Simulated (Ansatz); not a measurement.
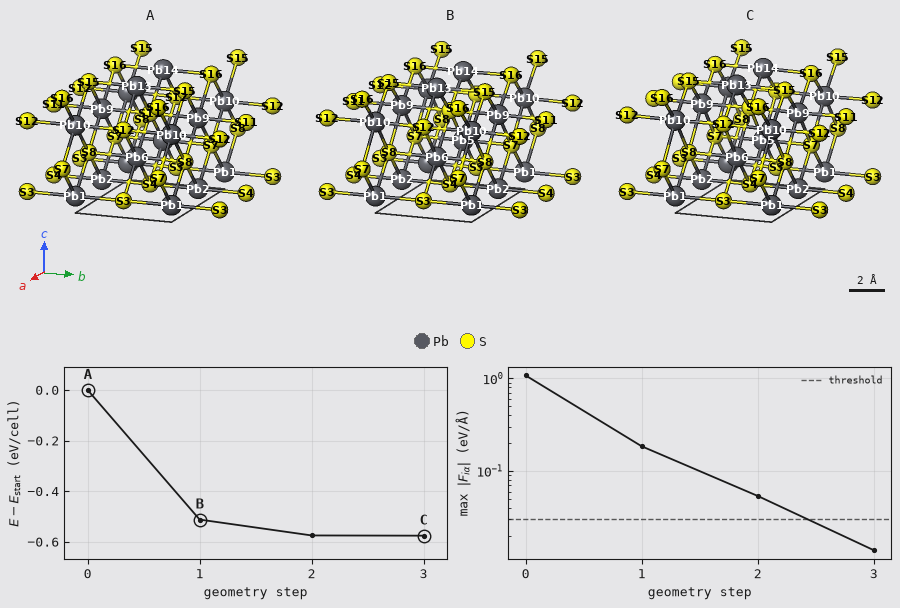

Frames of a constrained relaxation of a slab of composition PbS (cut from the Fm-3m phase), marked on the history of the run. Style: ball-and-stick. Shown: the cell of the calculation, outlined in the plane, without the vacuum (origin shifted), slightly off an axis.

Case: clean slab, lower planes held. The slab is the (1 1 0) face of PbS. 8 atoms are held fixed.

All numbers below come from Ansatz, DFT PBE+D3(BJ), scalar-relativistic, plane waves, PAW.

Input file:
```yaml
crystal:
  lattice:
    - [8.3923151141, 0.0, 0.0]
    - [0.0, 5.934262927, 0.0]
    - [0.0, 0.0, 22.2942363356]
  atoms:
    - { symbol: Pb, position: [0.25, 0.5, 0.3588371398] }
    - { symbol: Pb, position: [0.75, 0.5, 0.3588371398] }
    - { symbol: S, position: [0.25, 0.0, 0.3588371398] }
    - { symbol: S, position: [0.75, 0.0, 0.3588371398] }
    - { symbol: Pb, position: [0.5, 0.0, 0.4529457133] }
    - { symbol: Pb, position: [0.0, 0.0, 0.4529457133] }
    - { symbol: S, position: [0.5, 0.5, 0.4529457133] }
    - { symbol: S, position: [0.0, 0.5, 0.4529457133] }
    - { symbol: Pb, position: [0.75, 0.5, 0.5470542867] }
    - { symbol: Pb, position: [0.25, 0.5, 0.5470542867] }
    - { symbol: S, position: [0.75, 0.0, 0.5470542867] }
    - { symbol: S, position: [0.25, 0.0, 0.5470542867] }
    - { symbol: Pb, position: [0.0, 0.0, 0.6411628602] }
    - { symbol: Pb, position: [0.5, 0.0, 0.6411628602] }
    - { symbol: S, position: [0.0, 0.5, 0.6411628602] }
    - { symbol: S, position: [0.5, 0.5, 0.6411628602] }
basis:
  ecutwfc: 420
kpoints:
  mp_grid: { grid: [2, 3, 1] }
hamiltonian:
  xc: pbe
  dispersion: d3bj
scf:
  occupations: { method: gaussian, width: 0.05 }
output:
  forces: true
  eigenvalues: true
  write_density: true
  write_potential: true
  elf: true
  volumetric_format: npy
relax:
  adjacent_minimum: "off"
  f_tol: 0.03
  max_steps: 70
  constraints: [{ sites: [0, 1, 2, 3, 4, 5, 6, 7] }]
efield:
  axis: 3
  dipole_correction: true
  ramp_width: 0.04
```

Launched with:
```bash
ansatz run input.yaml --threads 4 --pin off --max-ram 10240MiB --backend cpu --events-out ev --progress --plain --runs-dir out
```

Describe the path.

The energy falls by 0.576 eV per cell of the calculation in 3 geometry steps. The largest force component goes from 1.1 to 0.014 eV/Å. The largest moves, 0.34 Å, are those of S11 and S12. S12 goes along the normal (+c). Largest moves by element: S 0.34 Å, Pb 0.30 Å. The cell stays as it was. Among the contacts that change: Pb5–S11 2.967 → 3.219 Å, S7–Pb10 2.967 → 3.183 Å, S11–Pb13 2.967 → 2.784 Å, Pb10–S15 2.967 → 2.793 Å. Bond angles that change, for instance: Pb13–S11–Pb14 90.0° → 97.8°, S11–Pb13–S12 90.0° → 97.8°, S15–Pb9–S16 90.0° → 97.4°. The run took 50 s on 4 threads of Intel(R) Xeon(R) Platinum 8488C (Sapphire Rapids) (shared host), peak memory 1.9 GiB. From step 0 to 1: Pb atoms move most (0.19 Å), energy −0.512 eV per cell of the calculation. From step 1 to 3: S and Pb atoms move most (0.18 Å), energy −63.6 meV per cell of the calculation.

```json
{"step": "0", "E − E(0), meV/atom": "0.00", "largest force component, eV/Å": "1.0760"}
{"step": "1", "E − E(0), meV/atom": "-32.00", "largest force component, eV/Å": "0.1848"}
{"step": "2", "E − E(0), meV/atom": "-35.91", "largest force component, eV/Å": "0.0537"}
{"step": "3", "E − E(0), meV/atom": "-35.97", "largest force component, eV/Å": "0.0139"}
```
